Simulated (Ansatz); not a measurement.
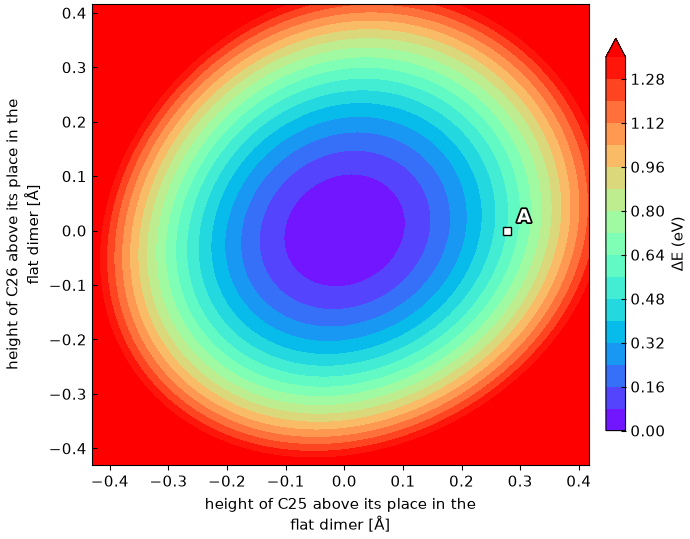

A C(100) slab cut from the Fd-3m phase, its lower face capped with 8 H atoms (36 atoms in the cell). Two atoms of the surface dimers are held at set heights. First axis: height of C25 above its place in the flat dimer. Second axis: height of C26 above its place in the flat dimer. Relaxed at each point: all atoms of the upper layers, but for the two heights. The scan uses a 7 × 7 grid; 28 points were computed and 21 follow by symmetry. Points are written as (first, second). All energies are given in eV relative to the lowest grid point. These are results of DFT LDA, scalar-relativistic, plane waves, PAW (Ansatz 0.2.0), not measurements. Settings: cutoff 420 eV, k-mesh 5×5×1, gaussian smearing 0.05 eV, no spin polarisation.

Drawn: filled contours, one colour for all values above the top of the scale, the point A. Between grid points the surface is interpolated.

### Is A at rest? If not, where is it pushed?

A, at (0.278 Å, 0.000 Å), is not a stationary point. The computed force is 3.9 eV for each Å towards smaller values of the first coordinate and 0.51 eV for each Å towards larger values of the second coordinate.
